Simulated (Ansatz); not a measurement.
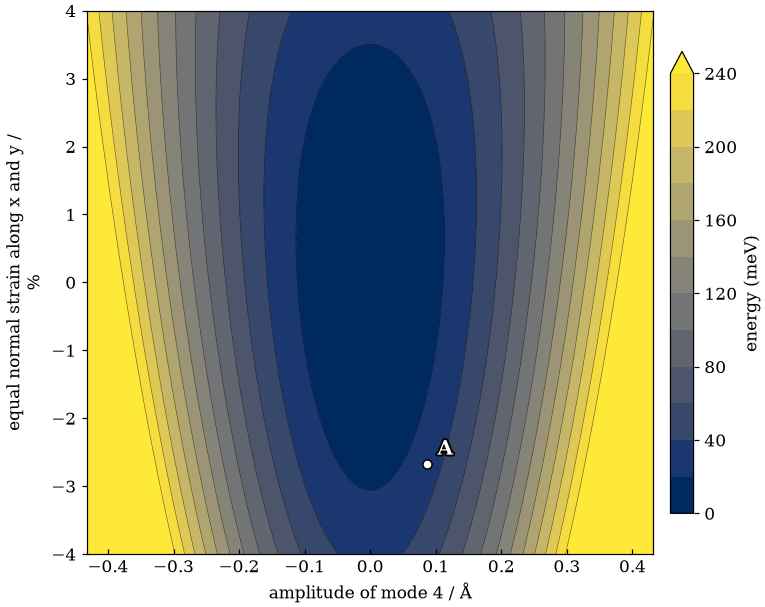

RbBr (Pm-3m, No. 221; 2 atoms in the cell). 
- The energy is mapped over a normal mode and a strain (zone-centre modes of the 2-atom cell of this scan) (x, y and z along the cube axes).
- The first coordinate is: amplitude of mode 4 (75 cm⁻¹), largest displacement in the unstrained cell; the second: equal normal strain along x and y.
- Nothing is relaxed (the pattern is fixed in fractional coordinates).
- The grid has 11 × 7 points; 42 points were computed and 35 follow by symmetry.
- Points are written as (first, second).
- Energies are in meV per cell, from the lowest grid point.
- Method: DFT PBEsol, scalar-relativistic, plane waves, PAW (Ansatz 0.2.0). Settings: cutoff 420 eV, k-mesh 6×6×6, gaussian smearing 0.05 eV, no spin polarisation.

Drawn: filled contours, one colour for all values above the top of the scale, the point A. Between grid points the surface is interpolated.

### Is A at rest? If not, where is it pushed?

A, at (0.086 Å, −2.67 %), is not a stationary point. The computed force is 360 meV for each Å towards smaller values of the first coordinate and 13 meV for each 1 % towards larger values of the second coordinate.
